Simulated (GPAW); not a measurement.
# How ZnS absorbs and reflects light

Wanted: where ZnS starts to absorb, how strongly, and its refractive index. The cell comes from an older database entry, whose edges can differ from later determinations, mostly by under a per cent.

Calculated with GPAW 26.7.0; DFT, PBE, plane-wave PAW (GPAW data sets), scalar-relativistic, RPA, optical limit.

The database entry behind the starting cell differs from later determinations by our own check (about 0.1 % short), so it need not match the best structure at ambient conditions.

### Step 1. Starting point

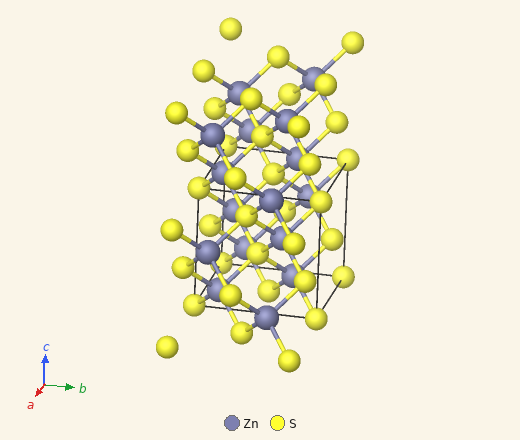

Start, viewed slightly off an axis; zinc blue, sulfur yellow. 2×1×2 cells are drawn. This picture shows the conventional cell, with its axes. Bonds to atoms that aren't drawn are left out. Some periodic images of atoms are drawn too.

Structure file:

```xyz
2
Lattice="0.0000 2.7020 2.7020 2.7020 0.0000 2.7020 2.7020 2.7020 0.0000" Properties=species:S:1:pos:R:3 pbc="T T T"
Zn    4.0530    4.0530    4.0530
S     0.0000    0.0000    0.0000
```

### Step 2. Bands for the response

At the fixed density, many empty bands are solved on the mesh of the response, since the spectrum sums over them.

This step: DFT, PBE, plane-wave PAW (GPAW data sets), scalar-relativistic, bands at fixed density (GPAW 26.7.0).

File nscf.py:

```python
from ase.dft.bandgap import bandgap
from gpaw import GPAW, FermiDirac

calc = GPAW('gs.gpw').fixed_density(kpts={'size': (11, 11, 11), 'gamma': True}, nbands=39, convergence={'bands': 33},
                                    occupations=FermiDirac(0.001), txt='nscf.txt')
print('gap (eV)', bandgap(calc, output=None)[0])
print('direct gap (eV)', bandgap(calc, direct=True, output=None)[0])
print('top band over the Fermi level (eV)', min(calc.get_eigenvalues(kpt=k)[32] for k in range(len(calc.get_ibz_k_points()))) - calc.get_fermi_level())
calc.write('full.gpw', mode='all')
```

Command:

```console
$ OMP_NUM_THREADS=1 python nscf.py
```

Numbers of over 12 decimals in the logs are rounded to 6 here.

Log:

```text
Diagonalizing LCAO Hamiltonian
Converting LCAO to pw mode
convergence criteria:
- Maximum integral of absolute [eigenst]ate change: 4e-08 eV^2 / valence electron
maximum number of iterations: 150

SCF iterations
|iter     |      energy | eigst |  dens |
|iter:   1||             | +3.62 |       |
|iter:   2||             | +2.44 |       |
|iter:   3||             | +1.63 |       |
|iter:   4||             | +1.00 |       |
|iter:   5||             | +0.63 |       |
|iter:   6||             | +0.20 |       |
|iter:   7||             | -0.13 |       |
|iter:   8||             | -0.56 |       |
|iter:   9||             | -0.92 |       |
|iter:  10||             | -1.35 |       |
|iter:  11||             | -1.71 |       |
|iter:  12||             | -2.15 |       |
|iter:  13||             | -2.50 |       |
|iter:  14||             | -2.90 |       |
|iter:  15||             | -3.26 |       |
|iter:  16||             | -3.70 |       |
|iter:  17||             | -4.14 |       |
|iter:  18||             | -4.64 |       |
|iter:  19||             | -5.04 |       |
|iter:  20||             | -5.47 |       |
|iter:  21||             | -5.88 |       |
|iter:  22||             | -6.30 |       |
|iter:  23||             | -6.67 |       |
|iter:  24||             | -7.10 |       |
|iter:  25||             | -7.43c|       |
SCF steps: 25
  __  _  _
 | _ |_)|_||  |
 |__||  | ||/\| - 26.7.0

Versions:
  Python: 3.12.14
  ASE:    3.29.0
  Numpy:  2.5.5
  Scipy:  1.18.1
  Libxc:  7.0.0

Input parameters:
  mode=PW(ecut=550.0),
  convergence={'bands': 33},
  gpts=array([21, 21, 21]),
  kpts=MonkhorstPack(size=(11, 11, 11), gamma=True),
  maxiter=150,
  nbands=39,
  occupations=Occupations(name='fermi-dirac', width=0.001, fixmagmom=False),
  parallel={},
  xc=XC(name='PBE')

--- standard output ---
gap (eV) 2.104846
direct gap (eV) 2.104846
top band over the Fermi level (eV) 32.581084
```

Wall time 2 min (1 thread of Arm Neoverse V1, shared host); peak memory 0.2 GiB.

This step gave:

```
gap on the k-mesh      : 2.105 eV
direct gap on the mesh : 2.105 eV
```

### Step 3. Dielectric function, RPA

Local fields let the induced charge screen the field inside the cell, which as a rule lowers ε, most along directions where the density is uneven.

This step: DFT, PBE, plane-wave PAW (GPAW data sets), scalar-relativistic, RPA, optical limit (GPAW 26.7.0).

File df.py:

```python
from gpaw.response.df import DielectricFunction

df = DielectricFunction('full.gpw', frequencies={'type': 'nonlinear', 'domega0': 0.03, 'omega2': 8},
                        ecut=50,
                        eta=0.12,
                        nbands=33,
                        txt='df.txt')
for direction in ['x']:
    df.get_dielectric_function(xc='RPA', direction=direction, filename=f'df_{direction}.csv')
```

Command:

```console
$ OMP_NUM_THREADS=1 python df.py
```

Log:

```text
Using integrator: PointIntegrator
NonLinearFrequencyDescriptor(from 0.000 to 54.352 eV, 476 points)
Nonperiodic BCs:  [False False False]
Using integrator: PointIntegrator
NonLinearFrequencyDescriptor(from 0.000 to 54.352 eV, 476 points)
Nonperiodic BCs:  [False False False]

Calculating chi0 body with:
    Ground state adapter containing:
    Number of spins: 1
    Number of kpoints: 1331
    Number of irreducible kpoints: 56
    Number of completely occupied states: 9
    Number of partially occupied states: 9

    Linear response parametrization:
    q_c: [0.0, 0.0, 0.0]
    Number of frequency points: 476
    Planewave cutoff: 50.0
    Number of bands: 33
    Number of planewaves: 27
    Broadening (eta): 0.12

Integrating chi0 body.

Symmetries of q_c:
    Direct symmetries (Uq -> q): 24
    Indirect symmetries (TUq -> q): 24
In total 48 allowed symmetries.

56 groups of equivalent kpoints. 95.792637% reduction.

Integral kind: spectral function

Calculating chi0 optical extensions with:
    Ground state adapter containing:
    Number of spins: 1
    Number of kpoints: 1331
    Number of irreducible kpoints: 56
    Number of completely occupied states: 9
    Number of partially occupied states: 9

    Linear response parametrization:
    Number of frequency points: 476
    Planewave cutoff: 50.0
    Number of bands: 33
    Number of planewaves: 27
    Broadening (eta): 0.12
Integrating chi0 head and wings.

Symmetries of q_c:
    Direct symmetries (Uq -> q): 24
    Indirect symmetries (TUq -> q): 24
In total 48 allowed symmetries.

56 groups of equivalent kpoints. 95.792637% reduction.

Integral kind: spectral function wings
```

It took 8.7 s on 1 thread; peak memory 0.23 GiB.

Numbers from this step:

```
electronic dielectric constant ε∞, mean over x, y and z (by symmetry where fewer were run) : 5.639
main peak of Im epsilon, first axis                                                        : 5.940 eV
```

The Im ε, E ∥ x has structure finer than the step of the table below, so its rows give means over 1 eV, whole bins alone (the curve runs from 0 to 14.0 eV). Peaks (eV: height): 4.0: 5.06, 4.7: 7.00, 5.9: 10.7, 8.0: 6.64.

Values under the direct gap are tails of Lorentzian lines. Table of Im ε, E ∥ x by photon energy; means over each step:

| photon energy (eV) | Im ε, E ∥ x |
| --- | --- |
| 1 | 0.0507 |
| 2 | 0.360 |
| 3 | 1.44 |
| 4 | 3.62 |
| 5 | 5.74 |
| 6 | 9.21 |
| 7 | 5.62 |
| 8 | 5.61 |
| 9 | 3.80 |
| 10 | 2.43 |
| 11 | 2.14 |
| 12 | 1.64 |
| 13 | 1.31 |

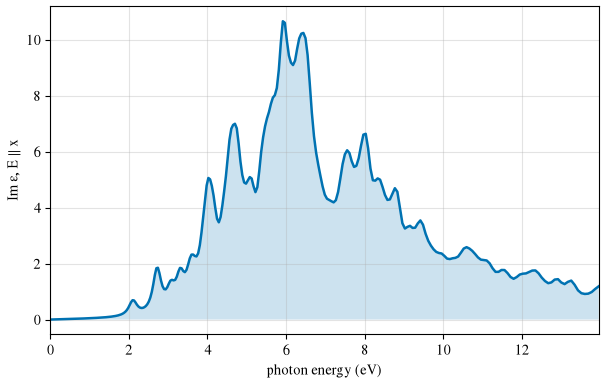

Im ε, E ∥ x against photon energy.

Table of Re ε, E ∥ x by photon energy:

```csv
photon energy (eV),"Re ε, E ∥ x"
0,5.64
1,5.82
2,6.68
3,7.21
4,8.28
5,5.79
6,3.34
7,-0.448
8,-0.301
9,-1.59
10,-1.06
11,-0.920
12,-0.480
13,-0.642
```

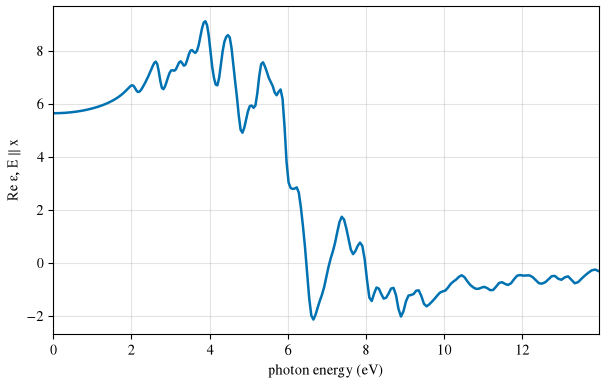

Re ε, E ∥ x against photon energy.

The reflectivity at normal incidence, E ∥ x has structure finer than the step of the table below, so its rows give means over 0.5 eV, whole bins alone (the curve runs from 0 to 14.0 eV). Peaks (eV: height): 6.60: 45.2, 8.09: 39.6, 8.89: 42.4, 9.55: 40.1, 11.25: 35.8, 12.50: 33.3, 13.43: 37.1.

Reflectivity at normal incidence, E ∥ x against photon energy; means over each step:

```
photon energy (eV)  reflectivity at normal incidence, E ∥ x (%)
               0.5                                         16.7
               1.0                                         17.1
               1.5                                         18.0
               2.0                                         19.2
               2.5                                         20.9
               3.0                                         21.1
               3.5                                         23.3
               4.0                                         26.3
               4.5                                         28.3
               5.0                                         25.5
               5.5                                         30.2
               6.0                                         36.2
               6.5                                         41.9
               7.0                                         32.2
               7.5                                         28.5
               8.0                                         35.1
               8.5                                         36.3
               9.0                                         38.1
               9.5                                         37.5
              10.0                                         34.1
              10.5                                         29.1
              11.0                                         33.7
              11.5                                         32.7
              12.0                                         27.4
              12.5                                         31.1
              13.0                                         29.4
              13.5                                         32.9
```

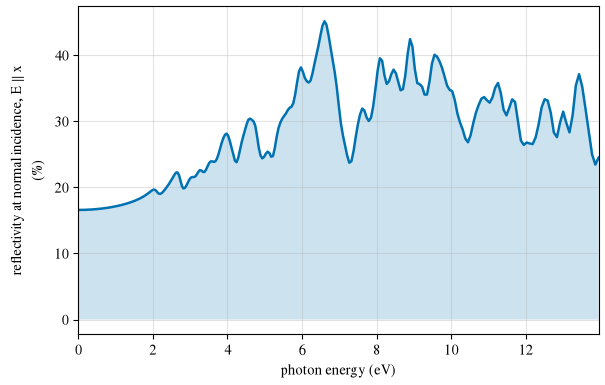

Reflectivity at normal incidence, E ∥ x, plotted against photon energy.

The loss function −Im 1/ε at q → 0, E ∥ x has structure finer than the step of the table below, so its rows give means over 1 eV, whole bins alone (the curve runs from 0 to 14.0 eV). Peaks (eV: height): 13.8: 0.937.

Values under the direct gap are tails of Lorentzian lines. Table of loss function −Im 1/ε at q → 0, E ∥ x by energy loss; means over each step:

| energy loss (eV) | loss function −Im 1/ε at q → 0, E ∥ x |
| --- | --- |
| 1 | 0.00146 |
| 2 | 0.00817 |
| 3 | 0.0261 |
| 4 | 0.0459 |
| 5 | 0.0779 |
| 6 | 0.0864 |
| 7 | 0.181 |
| 8 | 0.175 |
| 9 | 0.236 |
| 10 | 0.353 |
| 11 | 0.401 |
| 12 | 0.533 |
| 13 | 0.619 |

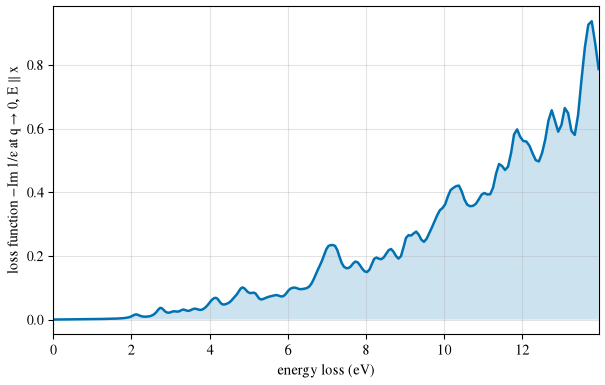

Loss function −Im 1/ε at q → 0, E ∥ x against energy loss.

The Im ε, E ∥ x has structure finer than the step of the table below, so its rows give means over 0.5 eV, whole bins alone (the curve runs from 0 to 14.0 eV). Peaks (eV: height): without local fields 4.70: 7.37, 5.92: 14.0, 7.50: 9.48; with local fields 4.02: 5.06, 4.70: 7.00, 5.92: 10.7, 8.03: 6.64.

Values under the direct gap are tails of Lorentzian lines. Im ε, E ∥ x against photon energy; means over each step:

| photon energy (eV) | without local fields | with local fields |
| --- | --- | --- |
| 0.5 | 0.0231 | 0.0212 |
| 1.0 | 0.0521 | 0.0482 |
| 1.5 | 0.106 | 0.101 |
| 2.0 | 0.422 | 0.426 |
| 2.5 | 0.865 | 0.874 |
| 3.0 | 1.34 | 1.36 |
| 3.5 | 2.02 | 2.01 |
| 4.0 | 4.15 | 4.02 |
| 4.5 | 5.77 | 5.42 |
| 5.0 | 5.53 | 5.19 |
| 5.5 | 8.45 | 6.83 |
| 6.0 | 12.5 | 9.56 |
| 6.5 | 11.1 | 9.01 |
| 7.0 | 6.44 | 4.72 |
| 7.5 | 8.46 | 5.41 |
| 8.0 | 7.38 | 5.87 |
| 8.5 | 5.24 | 4.65 |
| 9.0 | 3.75 | 3.70 |
| 9.5 | 3.08 | 3.12 |
| 10.0 | 2.47 | 2.30 |
| 10.5 | 2.68 | 2.41 |
| 11.0 | 2.01 | 2.15 |
| 11.5 | 1.61 | 1.70 |
| 12.0 | 1.63 | 1.61 |
| 12.5 | 1.28 | 1.52 |
| 13.0 | 1.13 | 1.36 |
| 13.5 | 0.901 | 1.05 |

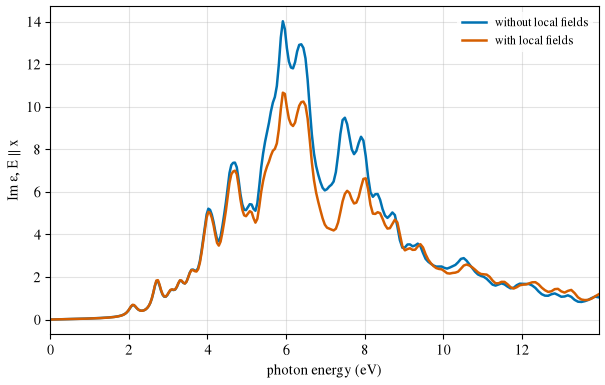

Im ε, E ∥ x, plotted against photon energy.

Optical constants at common wavelengths, from n + ik = √ε:

```
wavelength (nm)     n      k  R (%)     1/α
           1550  2.40  0.007   16.9   17 µm
            633  2.58  0.070   19.5  723 nm
            532  2.59  0.080   19.7  529 nm
            450  2.62  0.339   20.7  106 nm
            365  2.76  0.312   22.4   93 nm
            248  2.59  0.947   24.8   21 nm
            193  2.36  2.172   41.0  7.1 nm
```

Below the direct gap, k and the depth come from the tails of the Lorentzian lines, not from transitions.

Rows near the edge hang on the gap, which this functional as a rule makes too small, and phonon-assisted absorption is left out.

### Step 4. Summary of results

| Quantity | Value |
| --- | --- |
| electronic dielectric constant ε∞, mean over x, y and z (by symmetry where fewer were run) (RPA) | 5.64 |
| main peak of Im epsilon, first axis | 5.94 eV |

What this shows: At this level (PBE, RPA) ZnS has ε∞ = 5.64 and n = 2.40 at 1550 nm, and Im ε peaks at 5.9 eV. On the mesh the gap is 2.10 eV and the least direct gap 2.10 eV. Local fields change the static value along x from 6.28 to 5.64 (-10 %). Distinct maxima of Im ε, read by a parabola through the highest points, lie at 4.69 eV (7.0), 5.94 eV (11), 6.42 eV (10) and 8.00 eV (6.7). Excitons and phonon-assisted transitions are missing; PBE gaps are as a rule too small, which pulls the onset down and ε∞ up. The sum runs over mesh points, so small or evenly spaced maxima can still be ripples of the mesh. In this version of GPAW the matrix elements of the optical limit are incomplete, which can lower ε − 1 by up to a tenth where first-row anions or d states rule, and shift it by more in d metals.

[Machine, clock and banner lines and Python warnings are left out of the logs.]

[Logs are printed without paths, hosts, clocks, repeated set-up lines and the standing remarks that a program may print on its own settings, such as how far it seeks lower states.]

[Hosts, paths, dates, database ids (printed as entryN), source tags and the programs' standing remarks are cut or masked in the printed files.]
